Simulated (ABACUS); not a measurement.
BN: geometry relaxation (part 2 of 2)

BN (P6₃mc, 4 atoms in the cell); Kohn-Sham DFT of a periodic cell, PBE, PseudoDojo NC SR 0.5 PBE standard, no spin polarisation (ABACUS 3.10.1); cutoff 1142.88 eV, 10×10×5 k-mesh, fermi-dirac of 0.05 eV. The structure derives from a Materials Project entry.

### Output, continued
```
----------------------------------------------------------
 E_KohnSham     -53.6061545823       -729.3491501879
 E_Harris       -53.6060337412       -729.3475060610
 E_Fermi        0.8905489819         12.1165405016
----------------------------------------------------------

 PW ALGORITHM --------------- ION=   1  ELEC=   7--------------------------------

 Density error is 4.17582278648e-09
                          Error Threshold = 2.19230985066e-10
----------------------------------------------------------
     Energy           Rydberg                 eV
----------------------------------------------------------
 E_KohnSham     -53.6061546651       -729.3491513147
 E_KS(sigma->0) -53.6061546651       -729.3491513147
 E_Harris       -53.6060063247       -729.3471330405
 E_band         3.7426310656         50.9211080038
 E_one_elec     9.0259884058         122.8048724002
 E_Hartree      7.2705242395         98.9205571042
 E_xc           -17.4626251083       -237.5912035105
 E_Ewald        -52.4400422021       -713.4833773085
 E_entropy(-TS) -0.0000000000        -0.0000000000
 E_descf        0.0000000000         0.0000000000
 E_exx          0.0000000000         0.0000000000
 E_Fermi        0.8905499665         12.1165538976
----------------------------------------------------------

 charge density convergence is achieved
 final etot is -729.34915131 eV
 EFERMI = 12.116553898 eV

 STATE ENERGY(eV) AND OCCUPATIONS    NSPIN == 1
 1/11 kpoint (Cartesian) = 0.0000 0.0000 0.0000 (2081 pws)
       1       -9.12057     0.00400000
       2       -5.00753     0.00400000
       3       0.333802     0.00400000
       4        9.04765     0.00400000
       5        9.04765     0.00400000
       6        10.8923     0.00400000
       7        11.1488     0.00400000
       8        11.1488     0.00400000
       9        19.5500    1.08651e-67
      10        19.5500    1.08651e-67
      11        19.7410    2.38228e-69
      12        20.6359    4.02014e-77

 2/11 kpoint (Cartesian) = -0.039158 0.022608 0.0000 (2082 pws)
       1       -8.90481      0.0240000
       2       -4.84301      0.0240000
       3       0.547969      0.0240000
       4        8.08714      0.0240000
       5        8.65709      0.0240000
       6        10.3486      0.0240000
       7        10.6800      0.0240000
       8        10.9245      0.0240000
       9        19.2171    5.07947e-64
      10        19.9703    1.45573e-70
      11        20.0753    1.78225e-71
      12        21.3121    3.22391e-82

 3/11 kpoint (Cartesian) = -0.078316 0.045216 0.0000 (2092 pws)
       1       -8.26790      0.0240000
       2       -4.38470      0.0240000
       3        1.17791      0.0240000
       4        5.93787      0.0240000
       5        7.81344      0.0240000
       6        8.49202      0.0240000
       7        10.0397      0.0240000
       8        10.3472      0.0240000
       9        18.7215    1.02502e-59
      10        20.5017    3.53222e-75
      11        20.8643    2.50208e-78
      12        22.0552    1.13404e-88

 4/11 kpoint (Cartesian) = -0.11747 0.067824 0.0000 (2102 pws)
       1       -7.25037      0.0240000
       2       -3.78540      0.0240000
       3        2.17250      0.0240000
       4        3.65545      0.0240000
       5        6.34938      0.0240000
       6        6.98137      0.0240000
       7        8.98112      0.0240000
       8        9.69684      0.0240000
       9        18.2773    7.39596e-56
      10        20.2907    2.39934e-73
      11        21.5319    3.97665e-84
      12        22.3068        0.00000

 5/11 kpoint (Cartesian) = -0.15663 0.090431 0.0000 (2106 pws)
       1       -5.97583      0.0240000
       2       -3.49273      0.0240000
       3        2.08269      0.0240000
       4        3.37023      0.0240000
       5        4.48051      0.0240000
       6        6.41226      0.0240000
       7        7.65400      0.0240000
       8        9.22259      0.0240000
       9        18.0018    1.82506e-53
      10        19.5037    1.64573e-66
      11        21.7603    4.12504e-86
      12        22.7629        0.00000

 6/11 kpoint (Cartesian) = 0.19579 0.33912 0.0000 (2100 pws)
       1       -5.06646      0.0120000
       2       -3.79093      0.0120000
       3        1.74069      0.0120000
       4        3.41274      0.0120000
       5        4.30488      0.0120000
       6        6.21281      0.0120000
       7        6.80109      0.0120000
       8        9.05222      0.0120000
       9        17.9184    4.83788e-53
      10        19.1504    9.62884e-64
      11        21.7909    1.11801e-86
      12        22.6203        0.00000

[... levels at 5 further k points ...]

------------------------------------------------------------------------------------------
 TOTAL-FORCE (eV/Angstrom)
------------------------------------------------------------------------------------------
                        N1         0.0000000000         0.0000000000         0.0101147159
                        N2         0.0000000000         0.0000000000         0.0101147159
                        B1         0.0000000000         0.0000000000        -0.0101147159
                        B2         0.0000000000         0.0000000000        -0.0101147159
------------------------------------------------------------------------------------------

----------------------------------------------------------------
 TOTAL-STRESS (KBAR)
----------------------------------------------------------------
        -0.2199411786         0.0000000000        -0.0000000000
         0.0000000000        -0.2199411786         0.0000000000
        -0.0000000000         0.0000000000        -4.3516352787
----------------------------------------------------------------
 TOTAL-PRESSURE: -1.597173 KBAR

 --------------------------------------------
 !FINAL_ETOT_IS -729.3491513147204159 eV
 --------------------------------------------
```

### File opt.log
```
      Step          Energy          fmax
BFGS:    0     -729.349088        0.036698
BFGS:    1     -729.349115        0.031629
BFGS:    2     -729.349151        0.016202
```

### Standard output
```
ABACUS v3.10.1

               Atomic-orbital Based Ab-initio Computation at UStc

 UNIFORM GRID DIM        : 30 * 30 * 48
 UNIFORM GRID DIM(BIG)   : 30 * 30 * 48
 ---------------------------------------------------------
 Self-consistent calculations for electrons
 ---------------------------------------------------------
 SPIN    KPOINTS         PROCESSORS  THREADS
 1       42              4           4
 ---------------------------------------------------------
 Use plane wave basis
 ---------------------------------------------------------
 ELEMENT NATOM       XC
 N       2
 B       2
 ---------------------------------------------------------
 Initial plane wave basis and FFT box
 ---------------------------------------------------------
 -------------------------------------------
 SELF-CONSISTENT :
 -------------------------------------------
 START CHARGE      : atomic
 ITER       ETOT/eV          EDIFF/eV         DRHO     TIME/s
 DA1     -7.27835711e+02   0.00000000e+00   4.2592e-01   0.69
 DA2     -7.29056395e+02  -1.22068366e+00   1.0236e-01   0.55
 DA3     -7.29341009e+02  -2.84614281e-01   3.5609e-03   0.49
 DA4     -7.29348544e+02  -7.53443206e-03   1.5728e-04   0.57
 DA5     -7.29349110e+02  -5.66044454e-04   1.6459e-05   0.61
 DA6     -7.29349150e+02  -4.02807113e-05   3.5077e-08   0.48
 DA7     -7.29349151e+02  -1.12686453e-06   4.1758e-09   0.87
----------------------------------------------------------------
 TOTAL-STRESS (KBAR)
----------------------------------------------------------------
        -0.2199411786         0.0000000000        -0.0000000000
         0.0000000000        -0.2199411786         0.0000000000
        -0.0000000000         0.0000000000        -4.3516352787
----------------------------------------------------------------
 TOTAL-PRESSURE: -1.597173 KBAR
```

### Trajectory as extended XYZ (Å, eV, eV/Å), 3 frames, from step=0 to step=2
```
4
Lattice="2.5539 0.0000 0.0000 -1.2770 2.2118 0.0000 0.0000 0.0000 4.2269" Properties=species:S:1:pos:R:3:forces:R:3 step=0 energy=-729.34909 pressure_GPa=-0.42
N     0.0000    1.4745    0.5295    0.0000   0.0000  -0.0149
N     1.2770    0.7373    2.6430    0.0000   0.0000  -0.0149
B     0.0000    1.4745    2.1123    0.0000   0.0000   0.0149
B     1.2770    0.7373    4.2257    0.0000   0.0000   0.0149
4
Lattice="2.5539 0.0000 0.0000 -1.2769 2.2117 0.0000 0.0000 0.0000 4.2263" Properties=species:S:1:pos:R:3:forces:R:3 step=1 energy=-729.34911 pressure_GPa=-0.35
N     0.0000    1.4745    0.5292    0.0000   0.0000  -0.0051
N     1.2769    0.7372    2.6424    0.0000   0.0000  -0.0051
B     0.0000    1.4745    2.1122    0.0000   0.0000   0.0051
B     1.2769    0.7372    4.2253    0.0000   0.0000   0.0051
4
Lattice="2.5538 -0.0000 0.0000 -1.2769 2.2116 -0.0000 0.0000 0.0000 4.2246" Properties=species:S:1:pos:R:3:forces:R:3 step=2 energy=-729.34915 pressure_GPa=-0.16
N     0.0000    1.4744    0.5287    0.0000   0.0000   0.0101
N     1.2769    0.7372    2.6410    0.0000   0.0000   0.0101
B     0.0000    1.4744    2.1117    0.0000   0.0000  -0.0101
B     1.2769    0.7372    4.2240    0.0000   0.0000  -0.0101
```

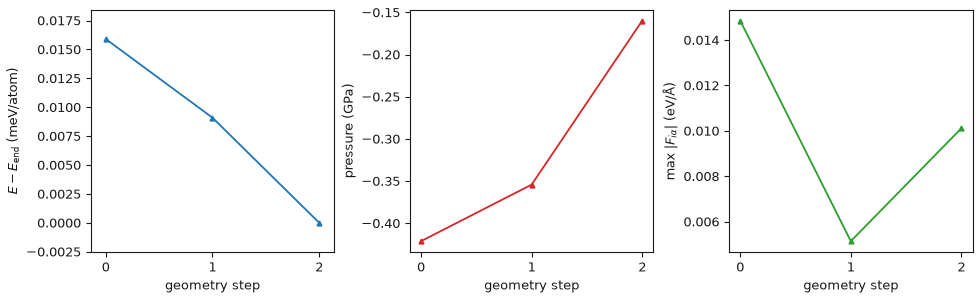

Progress of the relaxation, step by step (steps are counted from 0). No atom moves by more than 0.005 Å relative to the cell. The volume changes by −0.1 %, with a = b stay at 2.554 Å, c 4.227 → 4.225 Å (−0.1 %). The space group stays P6_3mc (No. 186). The energy falls by next to nothing (0.0 meV per atom) in 2 geometry steps. Largest force component: 0.015 eV/Å at the start, 0.01 eV/Å at the end. The pressure goes from −0.42 to −0.16 GPa. (Atoms are counted from 1 in the order of the input.)

The run was set up as follows.

### The input
```python
"""Relaxation by an ASE optimiser with ABACUS as a small file-based calculator."""
import re
import subprocess
import spglib
from ase import Atoms
import numpy as np
from ase.calculators.calculator import Calculator, all_changes
from ase.filters import FrechetCellFilter
from ase.io import read
from ase.optimize import BFGS
from ase.stress import full_3x3_to_voigt_6_stress
from ase.units import Bohr, GPa

atoms = read("BN.cif")
cell, frac, numbers = spglib.standardize_cell((atoms.cell[:], atoms.get_scaled_positions(), atoms.numbers), to_primitive=True, symprec=1e-4)
atoms = Atoms(numbers=numbers, cell=cell, scaled_positions=frac, pbc=True)  # the primitive cell
atoms = atoms[(-atoms.numbers).argsort(kind="stable")]  # ABACUS lists atoms element by element
pseudo = {'N': 'N.upf', 'B': 'B.upf'}
orbital = {}
magmoms = None
kmesh = [10, 10, 5]
params = {
    'suffix': 'BN',
    'calculation': 'scf',
    'basis_type': 'pw',
    'pseudo_dir': './',
    'symmetry': 1,
    'dft_functional': 'pbe',
    'ecutwfc': 84,
    'pseudo_rcut': 10,
    'nspin': 1,
    'nbands': 12,
    'ks_solver': 'dav',
    'smearing_method': 'fd',
    'smearing_sigma': 0.00367493,
    'scf_thr': 1e-08,
    'scf_nmax': 100,
    'mixing_type': 'broyden',
    'mixing_beta': 0.7,
    'cal_force': 1,
    'cal_stress': 1,
    'kpar': 4,
}


def write_input(atoms):
    symbols = atoms.get_chemical_symbols()
    elements = list(dict.fromkeys(symbols))
    lines = ["ATOMIC_SPECIES"] + [f"{e} {atoms.get_masses()[symbols.index(e)]:.4f} {pseudo[e]}" for e in elements]
    if orbital:
        lines += ["", "NUMERICAL_ORBITAL"] + [orbital[e] for e in elements]
    lines += ["", "LATTICE_CONSTANT", f"{1 / Bohr:.10f}", "", "LATTICE_VECTORS"]
    lines += [" ".join(f"{x:.10f}" for x in v) for v in atoms.cell]
    lines += ["", "ATOMIC_POSITIONS", "Direct"]
    for e in elements:
        lines += ["", e, "0.0", str(symbols.count(e))]
        for i, p in enumerate(atoms.get_scaled_positions(wrap=False)):
            if symbols[i] == e:
                mag = "" if magmoms is None else " mag " + " ".join(str(x) for x in (magmoms[i] if isinstance(magmoms[i], list) else [magmoms[i]]))
                lines.append(" ".join(f"{x:.10f}" for x in p) + " 1 1 1" + mag)
    open("STRU", "w").write("\n".join(lines) + "\n")
    open("KPT", "w").write("K_POINTS\n0\nGamma\n%d %d %d 0 0 0\n" % tuple(kmesh))
    open("INPUT", "w").write("INPUT_PARAMETERS\n" + "".join(f"{k:<20s}{v}\n" for k, v in params.items()))


class Abacus(Calculator):
    implemented_properties = ["energy", "free_energy", "forces", "stress"]

    def calculate(self, atoms=None, properties=("energy",), system_changes=all_changes):
        super().calculate(atoms, properties, system_changes)
        write_input(self.atoms)
        subprocess.run(['mpirun', '-np', '4', 'abacus'], check=True)
        log = open("OUT.BN/running_scf.log").read()
        if "charge density convergence is achieved" not in log:
            raise RuntimeError("SCF not converged")
        rows = lambda title, n: np.array([l.split()[-3:] for l in log.split(title)[-1].split("\n")[2:2 + n]], float)
        energy = float(re.findall(r"FINAL_ETOT_IS (\S+)", log)[-1])
        stress = -rows("TOTAL-STRESS", 3) / 10 * GPa  # ABACUS prints kbar, compression positive
        self.results = dict(energy=energy, free_energy=energy, forces=rows("TOTAL-FORCE", len(self.atoms)), stress=full_3x3_to_voigt_6_stress(stress))


atoms.calc = Abacus()
opt = BFGS(FrechetCellFilter(atoms), logfile="opt.log", trajectory="relax.traj")
print("optimiser converged:", opt.run(fmax=0.02, steps=60))
```

### File BN.cif
```
data_BN
_cell_length_a 2.55393960
_cell_length_b 2.55393960
_cell_length_c 4.22685500
_cell_angle_alpha 90.00000000
_cell_angle_beta 90.00000000
_cell_angle_gamma 120.00000000
_space_group_name_H-M_alt 'P6_3mc'
_space_group_name_Hall 'P 6c -2c'
_space_group_IT_number 186
loop_
_space_group_symop_operation_xyz
'x,y,z'
'x-y,x,z+1/2'
'-y,x-y,z'
'-x,-y,z+1/2'
'-x+y,-x,z'
'y,-x+y,z+1/2'
'y,x,z+1/2'
'x,x-y,z'
'x-y,-y,z+1/2'
'-y,-x,z'
'-x,-x+y,z+1/2'
'-x+y,y,z'
loop_
_atom_site_label
_atom_site_type_symbol
_atom_site_symmetry_multiplicity
_atom_site_Wyckoff_symbol
_atom_site_fract_x
_atom_site_fract_y
_atom_site_fract_z
_atom_site_occupancy
N1 N 2 b 0.3333333333 0.6666666667 0.1252760000 1
B1 B 2 b 0.3333333333 0.6666666667 0.4997240000 1
```

### File INPUT
```
INPUT_PARAMETERS
suffix              BN
calculation         scf
basis_type          pw
pseudo_dir          ./
symmetry            1
dft_functional      pbe
ecutwfc             84
pseudo_rcut         10
nspin               1
nbands              12
ks_solver           dav
smearing_method     fd
smearing_sigma      0.00367493
scf_thr             1e-08
scf_nmax            100
mixing_type         broyden
mixing_beta         0.7
cal_force           1
cal_stress          1
kpar                4
```

### File STRU
```
ATOMIC_SPECIES
N 14.0070 N.upf
B 10.8100 B.upf

LATTICE_CONSTANT
1.8897261258

LATTICE_VECTORS
2.5537598725 -0.0000000000 0.0000000000
-1.2768799362 2.2116209247 -0.0000000000
0.0000000000 0.0000000000 4.2245973557

ATOMIC_POSITIONS
Direct

N
0.0
2
0.3333333333 0.6666666667 0.1251475359 1 1 1
0.6666666667 0.3333333333 0.6251475359 1 1 1

B
0.0
2
0.3333333333 0.6666666667 0.4998524641 1 1 1
0.6666666667 0.3333333333 0.9998524641 1 1 1
```

### File KPT
```
K_POINTS
0
Gamma
10 10 5 0 0 0
```

Command:
```bash
OMP_NUM_THREADS=1 python run_abacus.py > log
```

### Summary

- outcome: converged
- space group (tolerance 0.01 Å): P6₃mc (186)
- electrons treated: 16
- free energy: −729.3492 eV
- Fermi energy: 12.117 eV
- gap on the k-point mesh: 5.48 eV
- pressure: −0.16 GPa
- final volume: 23.86 Å³
- largest force (length of the vector) at the end: 0.010 eV/Å
- final cell: a = 2.554 Å, b = 2.554 Å, c = 4.225 Å, α = 90.00°, β = 90.00°, γ = 120.00°
- hardware: 4 threads of Intel Xeon @ 2.90GHz (Ice Lake), 16 GiB of memory available, shared host
- wall time: 16 s (CPU time 60 s)
- peak memory: 0.36 GiB
